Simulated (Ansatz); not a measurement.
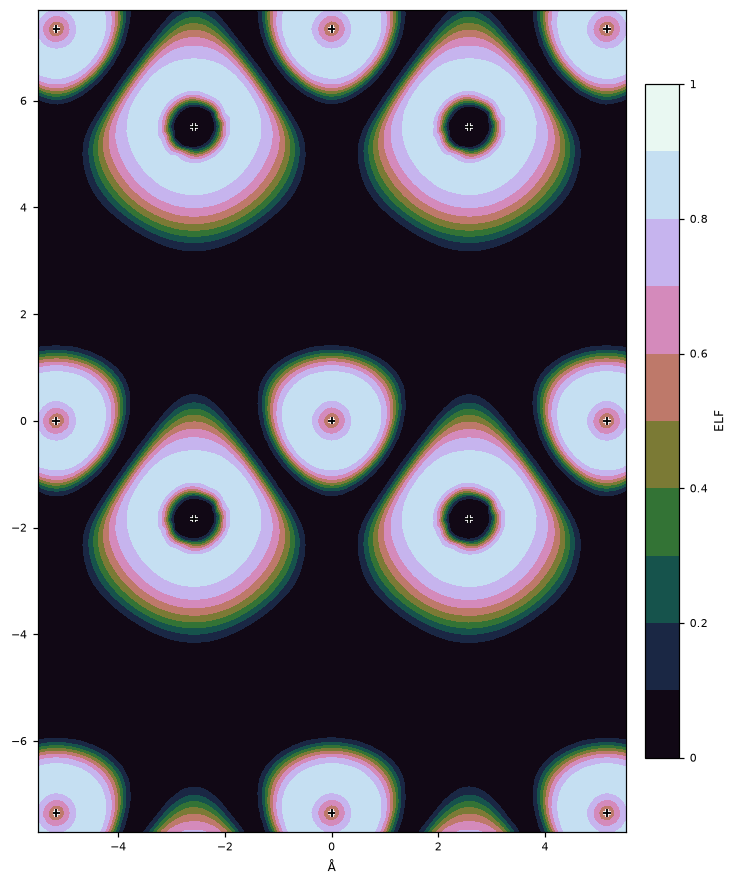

The ELF on a plane through atoms (crosses mark nuclei in the plane).

These are results of DFT, PBEsol, plane waves, PAW in Ansatz 0.2.0, not measurements.

Candidates:
A. KBr, a = 10.33 Å, b = 10.32 Å, c = 10.38 Å, α = 59.89°, β = 59.73°, γ = 60.34°. Space group F222; a structure from a database of computed crystals, not necessarily the ambient phase; started from the BeS-216 prototype, which need not be the ambient phase; changed on purpose from its base cell (shaken).
B. KF, a = 8.93 Å, b = 8.93 Å, c = 5.26 Å, α = 90.00°, β = 90.04°, γ = 119.99°. Space group P2₁/c; a structure from a database of computed crystals, not necessarily the ambient phase; started from the BeO-186 prototype, which need not be the ambient phase; changed on purpose from its base cell (shaken).

> Which candidate gave the map?

Candidate A: KBr on the (101̄) plane of the calculation cell, which holds K and Br. K–Br (3.17 Å): the ELF is about 0.15 at the midpoint and 0.05 at its lowest between the atoms: a largely ionic contact.
